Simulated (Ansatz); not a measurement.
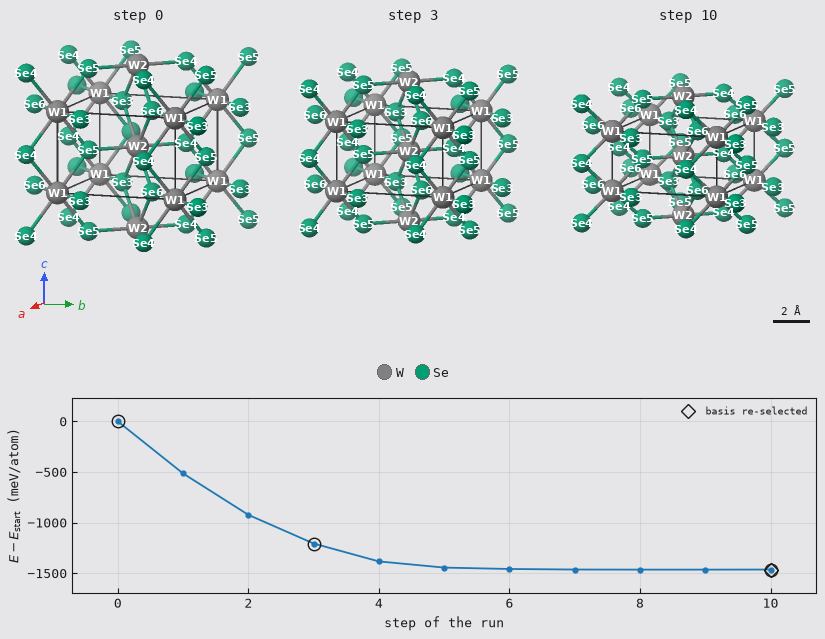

Frames of a relaxation of crystalline WSe$_{2}$ (built on the rutile type), marked on the history of the run. A ball-and-stick model of the cell of the calculation, seen slightly off an axis.

Computed with DFT, PBE, plane waves, PAW in Ansatz 0.2.0.

Input file:
```yaml
crystal:
  lattice:
    - [6.98790999, 0.0, 0.0]
    - [0.0, 6.98790999, 0.0]
    - [0.0, 0.0, 4.6120205934]
  atoms:
    - { symbol: W, position: [0.0, 0.0, 0.0] }
    - { symbol: W, position: [0.5, 0.5, 0.5] }
    - { symbol: Se, position: [0.305, 0.305, 0.0] }
    - { symbol: Se, position: [0.195, 0.805, 0.5] }
    - { symbol: Se, position: [0.805, 0.195, 0.5] }
    - { symbol: Se, position: [0.695, 0.695, 0.0] }
kpoints:
  mp_grid: { grid: [4, 4, 6] }
hamiltonian:
  xc: pbe
scf:
  occupations: { method: fermi_dirac, width: 0.02 }
relax:
  f_tol: 0.005
  cell: {}
```

Launched with:
```bash
ansatz run input.yaml --threads 2 --pin off --max-ram 20275MiB --backend cpu --events-out ev --progress --plain --runs-dir out
```

Question: Describe the path.

Answer: The largest moves relative to the cell, 0.17 Å, are those of Se3, Se4, Se5 and Se6. Se3 goes along [−1 −1 0]. W stays in place. The drawn cell changes as follows: a = b 6.988 → 6.206 Å (−11.2 %), c 4.612 → 3.375 Å (−26.8 %); the volume changes by −42.3 %. Among the contacts that change: W1–Se3 3.014 → 2.503 Å, W1–Se4 3.005 → 2.530 Å. Among the angles between lasting bonds that change: W2–Se3–W2 100.2° → 83.7°, Se4–W1–Se4 100.2° → 83.7°, Se4–W1–Se5 79.8° → 96.3°. The space group stays P4_2/mnm (No. 136). After 9 accepted moves (10 points after the start) the energy has fallen by 1463 meV per atom. The largest force component goes from 0.47 to 0.0014 eV/Å. Pressure: −17.23 GPa at the start and −0.02 GPa at the end. The SCF was repeated once at an unchanged geometry on a basis and grid sized afresh for the cell, which shifted the energy by 0.8 meV per atom at most. The run took 48 s on 2 threads of AMD EPYC 7R13 Processor (Zen 3), with other jobs on the host, peak memory 0.85 GiB. From step 0 to 3: Se atoms move most (0.07 Å), volume −30.2 %, energy −1206 meV per atom. From step 3 to 10: Se atoms move most (0.25 Å), volume −17.4 %, energy −257 meV per atom.

| step | E − E(0), meV/atom | largest force component, eV/Å | pressure, GPa | volume, Å³/atom | note |
| --- | --- | --- | --- | --- | --- |
| 0 | 0.00 | 0.4713 | -17.23 | 37.535 |  |
| 1 | -513.93 | 0.4607 | -17.48 | 33.069 |  |
| 2 | -922.61 | 0.2789 | -15.38 | 29.452 |  |
| 3 | -1205.75 | 0.2313 | -9.98 | 26.211 |  |
| 4 | -1382.41 | 0.5361 | -3.58 | 23.310 |  |
| 5 | -1443.35 | 0.4532 | 1.37 | 21.519 |  |
| 6 | -1457.10 | 0.0657 | -0.97 | 21.786 |  |
| 7 | -1462.57 | 0.0731 | -0.41 | 21.813 |  |
| 8 | -1463.40 | 0.0094 | -0.04 | 21.681 |  |
| 9 | -1463.43 | 0.0016 | -0.01 | 21.663 |  |
| 10 | -1462.64 | 0.0014 | -0.02 | 21.663 | same geometry, new basis |
